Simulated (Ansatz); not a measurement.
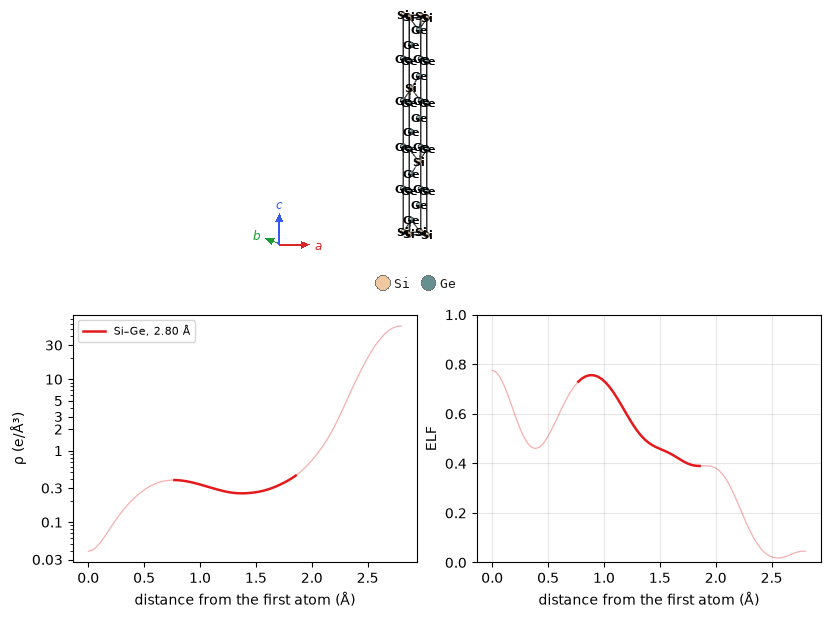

SiGe4. Valence charge density (pseudo) and electron localisation function along straight lines between neighbouring atoms. Thin, pale parts lie inside the atomic spheres. The structure is drawn too.

Space group R-3m; a structure generated by program, which may or may not match a known phase.

Level of theory: DFT PBE, scalar-relativistic, plane waves, PAW in Ansatz 0.2.0.

In a PAW calculation such maps are meaningful between the atoms, not at the nuclei.

The calculation's input:

```
crystal:
  lattice:
    - [1.48344508, 0.85646742, 12.11227838]
    - [-1.48344508, 0.85646742, 12.11227838]
    - [0.0, -1.71293484, 12.11227838]
  atoms:
    - { symbol: Si, position: [0.0, 0.0, 0.0] }
    - { symbol: Ge, position: [0.6, 0.6, 0.6] }
    - { symbol: Ge, position: [0.2, 0.2, 0.2] }
    - { symbol: Ge, position: [0.8, 0.8, 0.8] }
    - { symbol: Ge, position: [0.4, 0.4, 0.4] }
basis:
  ecutwfc: 420
kpoints:
  mp_grid: { grid: [12, 12, 12] }
hamiltonian:
  xc: pbe
scf:
  occupations: { method: gaussian, width: 0.1 }
output:
  forces: true
  stress: true
  eigenvalues: true
  write_density: true
  write_potential: true
  elf: true
  volumetric_format: npy
relax:
  adjacent_minimum: "off"
  f_tol: 0.01
  max_steps: 80
  cell: { stress_tol: 0.05 }
```

Run with:

```sh
ansatz run input.yaml --threads 1 --pin off --max-ram 2560MiB --backend cpu --events-out ev --progress --plain --runs-dir out
```

Below, planes, directions and counts refer to the conventional cell (a = 2.99 Å, b = 2.99 Å, c = 36.27 Å, α = 90.00°, β = 90.00°, γ = 120.00°).

The fields are those of the run's last geometry, not of the input's.

What can be read from the curves?

Answer. Si–Ge (2.80 Å): ρ at the midpoint is about 0.25 e/Å³; the ELF peaks at about 0.75 in the valence shell of Si, 0.9 Å from its nucleus, and is about 0.50 at the midpoint.
